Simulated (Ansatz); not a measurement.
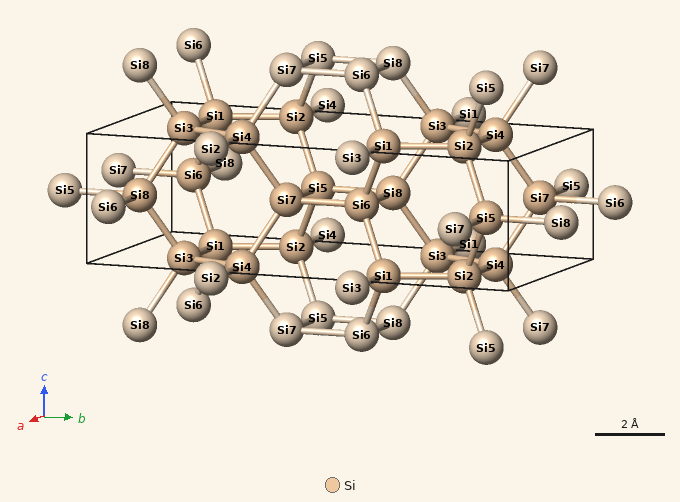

Fig. 1: The structure (ball-and-stick view of the cell 2 times as large as that of the calculation, set on its symmetry axes, seen slightly off an axis; neighbours outside the cell are drawn fainter; atoms are numbered from 1 in the order of the input). Near neighbours in the crystal (not all of them lie inside the picture): Si has 4 Si at 2.36 to 2.39 Å.

# Si: a changed input and its effect

System: Si (Cmmm, 8 atoms in the cell).
Method of run 1: DFT, PBE, plane waves, PAW, no spin polarisation (Ansatz 0.2.0).

The structure was made by a generator, so it may or may not be a known phase. Text and figures count atoms from 1; the logs count them from 0 in places.

## Input file, run 1
```yaml
crystal:
  lattice:
    - [3.2405709123, -6.7053006754, 0.0]
    - [3.2405709123, 6.7053006754, 0.0]
    - [0.0, 0.0, 3.8593116521]
  atoms:
    - { symbol: Si, position: [0.1485739405, 0.4839235793, 0.0] }
    - { symbol: Si, position: [0.8514260595, 0.5160764207, 0.0] }
    - { symbol: Si, position: [0.5160764207, 0.8514260595, 0.0] }
    - { symbol: Si, position: [0.4839235793, 0.1485739405, 0.0] }
    - { symbol: Si, position: [0.9045053915, 0.7266935922, 0.5] }
    - { symbol: Si, position: [0.0954946085, 0.2733064078, 0.5] }
    - { symbol: Si, position: [0.2733064078, 0.0954946085, 0.5] }
    - { symbol: Si, position: [0.7266935922, 0.9045053915, 0.5] }
basis:
  ecutwfc: 420
kpoints:
  mp_grid: { grid: [6, 6, 10] }
hamiltonian:
  xc: pbe
scf:
  occupations: { method: gaussian, width: 0.02 }
  algorithm: density_mixing
output:
  forces: true
  eigenvalues: true
  stress: true
```

Launched with:
```bash
ansatz run input.yaml --threads 1 --pin off --max-ram 2560MiB --backend cpu --events-out ev --progress --plain --runs-dir out
```

Hardware: 1 thread of Arm Neoverse V1, 24 GiB of memory available, shared host.

## Output, shortened to warnings, some set-up lines, iterations and results (run 1)
```
Basis set: ecut = 420 eV, 3273 PW (Γ), exchange–correlation on 100×100×54 points (8 copies of the dense FFT grid, shifted against one another)
Symmetry: 8 space group operations
k-points: 78 of 360
Initial density: superposition of atomic densities (neutral atoms: chi_scale 0, normalization atom), corrected by the library's trained network
[...]
SCF iter   1: F=—  HF=-5085.995665 eV  |F-HF|=—  |Δ(HF+E_count)|=         —  Δρ=1.29e-3  dr2=3.07e-3  ethr=1.77e-3  ⟨swp⟩=7.6  Hψ=11249  notcnv=0  defer=1
SCF iter   2: F=—  HF=-5085.997143 eV  |F-HF|=—  |Δ(HF+E_count)|=   1.48e-3  Δρ=7.53e-4  dr2=1.09e-3  ethr=9.60e-6  ⟨swp⟩=2.1  Hψ=3923  notcnv=0  defer=141
SCF iter   3: F=—  HF=-5085.997524 eV  |F-HF|=—  |Δ(HF+E_count)|=   3.80e-4  Δρ=1.34e-4  dr2=4.06e-5  ethr=3.41e-6  ⟨swp⟩=2.0  Hψ=3143  notcnv=0  defer=75
SCF iter   4: F=—  HF=-5085.997532 eV  |F-HF|=—  |Δ(HF+E_count)|=   8.60e-6  Δρ=5.95e-5  dr2=6.90e-6  ethr=1.27e-7  ⟨swp⟩=2.7  Hψ=3040  notcnv=0  defer=75
SCF iter   5: F=—  HF=-5085.997542 eV  |F-HF|=—  |Δ(HF+E_count)|=   1.02e-5  Δρ=1.11e-5  dr2=5.26e-7  ethr=2.16e-8  ⟨swp⟩=2.0  Hψ=2883  notcnv=0  defer=75
SCF iter   6: F=-5085.997543 eV  HF=-5085.997543 eV  |F-HF|=2.63e-8  |Δ(HF+E_count)|=   2.12e-7  Δρ=5.59e-6  dr2=7.57e-8  ethr=3.13e-10  ⟨swp⟩=9.0  Hψ=8714  notcnv=0
SCF 1 converged in 6 iterations: F = -5085.997543 eV  dr2 = 7.57e-8
SCF converged after 6 iterations
Free energy (F): -5085.997543 eV
Harris-Foulkes:  -5085.997543 eV  (|F-HF|=2.63e-8)
Internal energy: -5085.997543 eV  (E = F + TS)
E sigma→0 (E₀):  -5085.997543 eV
Fermi energy:    6.186020 eV
--- Per-component energies (eV) ---
  E_band       = 24.849863
  E_kinetic    = 320.251688
  E_local      = -254.331030  (includes V_loc(G=0)·N_el)
  E_nonlocal   = 206.965657
  E_hartree    = 71.896128
  E_xc         = -440.243059
  E_vxc        = -372.251030  (∫ρ·V_xc dr)
  E_paw        = -4101.992198  (= ΣΔE_a)
  E_vpaw       = -19.574904  (= ΣTr[D̂ρ^β])
  E_aug_tail   = 0.000051  (compensation charges beyond the density's cutoff)
  E_ewald      = -888.544779
  E_smearing   = -0.000000  (= −TS)
  E_closure    = -0.000000  (closes the sum)
  Σ components = -5085.997543   (vs F -5085.997543, Δ=0.00e0)
--- Forces (eV/Å), atoms counted from 1 ---
  atom   1  Si    -0.00155768    -0.00209957     0.00000000
  atom   2  Si     0.00155768     0.00209957    -0.00000000
  atom   3  Si     0.00155768    -0.00209957    -0.00000000
  atom   4  Si    -0.00155768     0.00209957     0.00000000
  atom   5  Si    -0.00174137    -0.00203381     0.00000000
  atom   6  Si     0.00174137     0.00203381    -0.00000000
  atom   7  Si     0.00174137    -0.00203381    -0.00000000
  atom   8  Si    -0.00174137     0.00203381     0.00000000
  max |Σ_I F_I| component: 1.04e-17 eV/Å
--- Stress (GPa, compression-positive) ---
        0.014004       0.000000       0.000000
        0.000000       0.012235       0.000000
        0.000000       0.000000      -0.002227
  P = ⅓ Tr σ = 0.0080 GPa (0.080 kbar)
```

The input of run 2 differs as follows (lines with − go, lines with + come):
```diff
+  ecutrho_ratio: 8
-  algorithm: density_mixing
+  n_extra_bands: 2
```

Predict how the results change.

The energy doesn't change within 0.01 meV per atom. The number of SCF iterations is the same.

## Output, shortened to warnings, some set-up lines, iterations and results (run 2)
```
Basis set: ecut = 420 eV, 3273 PW (Γ), exchange–correlation on 144×144×80 points (8 copies of the dense FFT grid, shifted against one another)
Symmetry: 8 space group operations
k-points: 78 of 360
Initial density: superposition of atomic densities (neutral atoms: chi_scale 0, normalization atom), corrected by the library's trained network
[...]
SCF iter   1: F=—  HF=-5085.995821 eV  |F-HF|=—  |Δ(HF+E_count)|=         —  Δρ=1.31e-3  dr2=3.11e-3  ethr=1.77e-3  ⟨swp⟩=7.3  Hψ=8569  notcnv=0
SCF iter   2: F=—  HF=-5085.997121 eV  |F-HF|=—  |Δ(HF+E_count)|=   1.30e-3  Δρ=7.62e-4  dr2=1.12e-3  ethr=9.73e-6  ⟨swp⟩=2.3  Hψ=3325  notcnv=0
SCF iter   3: F=—  HF=-5085.997493 eV  |F-HF|=—  |Δ(HF+E_count)|=   3.72e-4  Δρ=1.36e-4  dr2=3.95e-5  ethr=3.52e-6  ⟨swp⟩=2.0  Hψ=2744  notcnv=0
SCF iter   4: F=—  HF=-5085.997529 eV  |F-HF|=—  |Δ(HF+E_count)|=   3.56e-5  Δρ=5.79e-5  dr2=7.13e-6  ethr=1.23e-7  ⟨swp⟩=2.4  Hψ=2503  notcnv=0
SCF iter   5: F=—  HF=-5085.997539 eV  |F-HF|=—  |Δ(HF+E_count)|=   1.04e-5  Δρ=1.00e-5  dr2=2.21e-7  ethr=2.23e-8  ⟨swp⟩=2.0  Hψ=2569  notcnv=0
SCF iter   6: F=-5085.997539 eV  HF=-5085.997539 eV  |F-HF|=7.30e-9  |Δ(HF+E_count)|=   2.29e-7  Δρ=2.63e-6  dr2=2.71e-8  ethr=3.13e-10  ⟨swp⟩=6.7  Hψ=6832  notcnv=0
SCF 1 converged in 6 iterations: F = -5085.997539 eV  dr2 = 2.71e-8
SCF converged after 6 iterations
Free energy (F): -5085.997539 eV
Harris-Foulkes:  -5085.997539 eV  (|F-HF|=7.30e-9)
Internal energy: -5085.997539 eV  (E = F + TS)
E sigma→0 (E₀):  -5085.997539 eV
Fermi energy:    6.186054 eV
--- Per-component energies (eV) ---
  E_band       = 24.850721
  E_kinetic    = 320.251442
  E_local      = -254.330377  (includes V_loc(G=0)·N_el)
  E_nonlocal   = 206.965511
  E_hartree    = 71.895807
  E_xc         = -440.242952
  E_vxc        = -372.250902  (∫ρ·V_xc dr)
  E_paw        = -4101.992195  (= ΣΔE_a)
  E_vpaw       = -19.574920  (= ΣTr[D̂ρ^β])
  E_aug_tail   = 0.000004  (compensation charges beyond the density's cutoff)
  E_ewald      = -888.544779
  E_smearing   = -0.000000  (= −TS)
  E_closure    = -0.000000  (closes the sum)
  Σ components = -5085.997539   (vs F -5085.997539, Δ=0.00e0)
--- Forces (eV/Å), atoms counted from 1 ---
  atom   1  Si    -0.00154361    -0.00215433     0.00000000
  atom   2  Si     0.00154361     0.00215433    -0.00000000
  atom   3  Si     0.00154361    -0.00215433    -0.00000000
  atom   4  Si    -0.00154361     0.00215433     0.00000000
  atom   5  Si    -0.00171895    -0.00198683     0.00000000
  atom   6  Si     0.00171895     0.00198683    -0.00000000
  atom   7  Si     0.00171895    -0.00198683    -0.00000000
  atom   8  Si    -0.00171895     0.00198683     0.00000000
  max |Σ_I F_I| component: 1.73e-17 eV/Å
--- Stress (GPa, compression-positive) ---
        0.013847       0.000000       0.000000
        0.000000       0.012252       0.000000
        0.000000       0.000000      -0.002104
  P = ⅓ Tr σ = 0.0080 GPa (0.080 kbar)
```

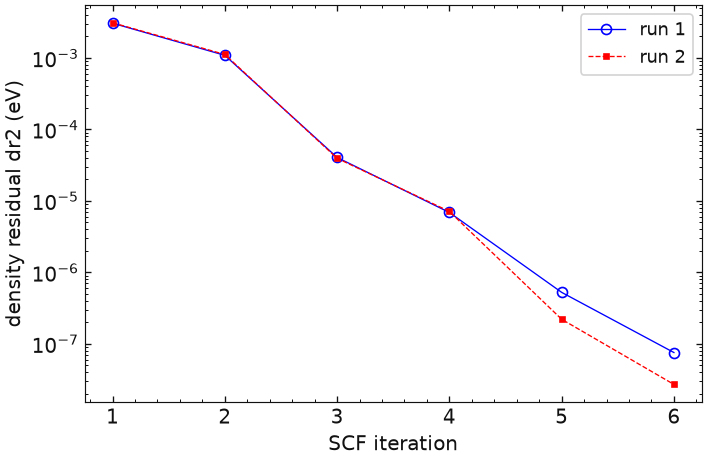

Fig. 2: Convergence of the two runs: density residual dr2 against the SCF iteration. Run 1 takes 6 iterations in all, and run 2 takes 6.

## The two runs side by side

| quantity | run 1 | run 2 |
| --- | --- | --- |
| outcome | converged | converged |
| free energy per atom (eV) | −635.7497 | −635.7497 |
| gap on the mesh (eV) | 0.53 | 0.53 |
| pressure (GPa) | 0.01 | 0.01 |
| largest force (eV/Å) | 0.003 | 0.003 |
| SCF iterations | 6 | 6 |
| irreducible k-points | 78 | 78 |
| plane waves at Γ | 3273 | 3273 |
| wall time (shared host) | 23 s | 20 s |
